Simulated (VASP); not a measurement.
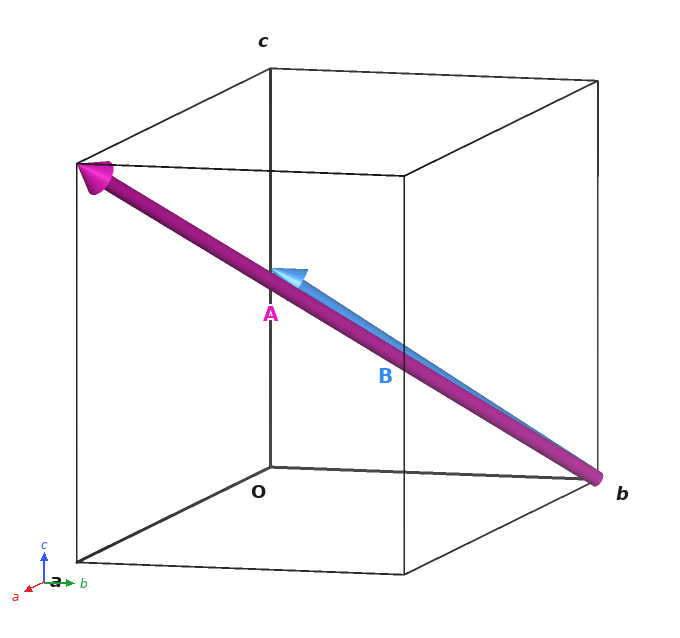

Each arrow starts at a corner of the unit cell and ends on its surface; where a tip isn't a corner, dashed lines run from it parallel to the axes. Crystal: Te2Pt, an entry of the Crystallography Open Database, as set up for an electronic-structure calculation. All values are computed from the atomic coordinates in the standard setting (tolerance 0.002 Å).

a = 4.010 Å, b = 4.010 Å, c = 5.201 Å, α = 90.00°, β = 90.00°, γ = 120.00°.

> Which lattice directions are drawn?

Arrow A runs from (0, 1, 0) to (1, 0, 1), so [1 −1 1], in four indices [1 −1 0 1]; Arrow B runs from (0, 1, 0) to (0, 0, 1/2), so [0 −2 1], in four indices [2 −4 2 3].

> How long is the vector ua + vb + wc in each case, and what angles do the directions make?

A 8.677 Å; B 9.559 Å. A–B: 24.8°.

> In No. 164, P-3m1, how many directions are equivalent to A (Laue class -3m, both senses counted)?

6.
